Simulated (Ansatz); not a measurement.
# Co: what the fields show

```
Co
1.0
     2.48736    0.00000    0.00000
    -1.24368    2.15412    0.00000
     0.00000    0.00000    4.06329
Co
2
Direct
  0.33333 0.66667 0.74014
  0.66667 0.33333 0.25986
```

Space group P-3m1; a structure from a database of computed crystals, not necessarily the ambient phase; computed pressure about 35 GPa in this cell; spin-polarised.

All numbers below come from Kohn-Sham DFT of a periodic cell, r2SCAN50, Ansatz PAW in Ansatz 0.2.0.

Core electrons are frozen (PAW), and the valence fields are smoothed inside the atomic spheres.

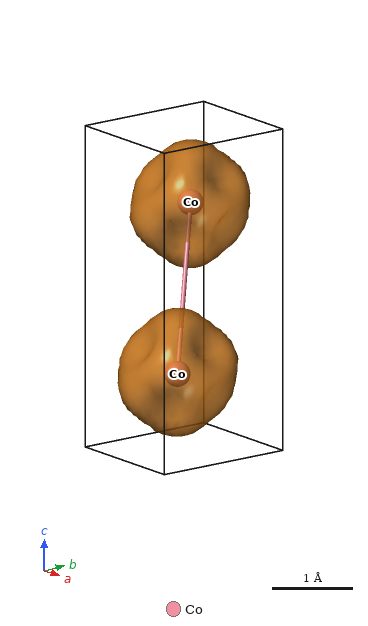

Figure 1. Isosurfaces of the spin density at +0.3 (orange) and −0.3 e/Å³ (purple), seen slightly off an axis. Sticks mark near contacts.

Q: Which atoms carry the moments, and with what signs?

A: The spin density sits on Co: +2.3 μB (×2) in one cell of 2 atoms: parallel moments (a ferromagnetic arrangement) in this solution. The cell of the calculation (2 atoms) carries 4.1 μB of net spin moment. Only one sign reaches the isovalue.

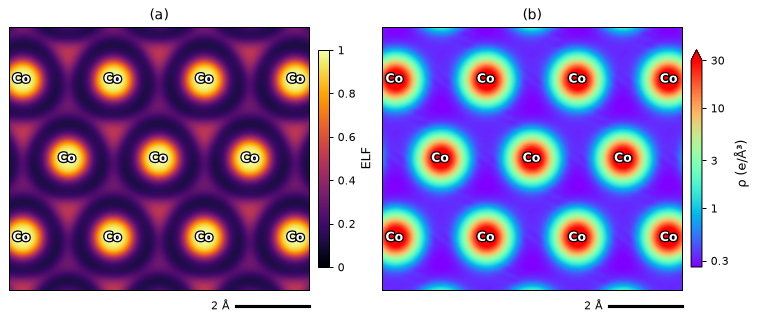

Figure 2. (a) electron localisation function; (b) valence pseudo-density on the (001) plane of the conventional cell.

Q: What does the map show?

A: The section cuts through Co sites. Co–Co (2.49 Å): the density is about 0.35 e/Å³ at the midpoint; the ELF is about 0.25 at the midpoint: no shared electron pair shows on this line. Between the atoms the lowest density in this plane is 0.26 e/Å³. The features right at Co lie inside the PAW spheres, where the map follows smoothed inner orbitals and isn't to be read closely.

Q: Does the calculation make it a metal, or give it a gap?

A: It is gapless in this calculation (a metal or semimetal).
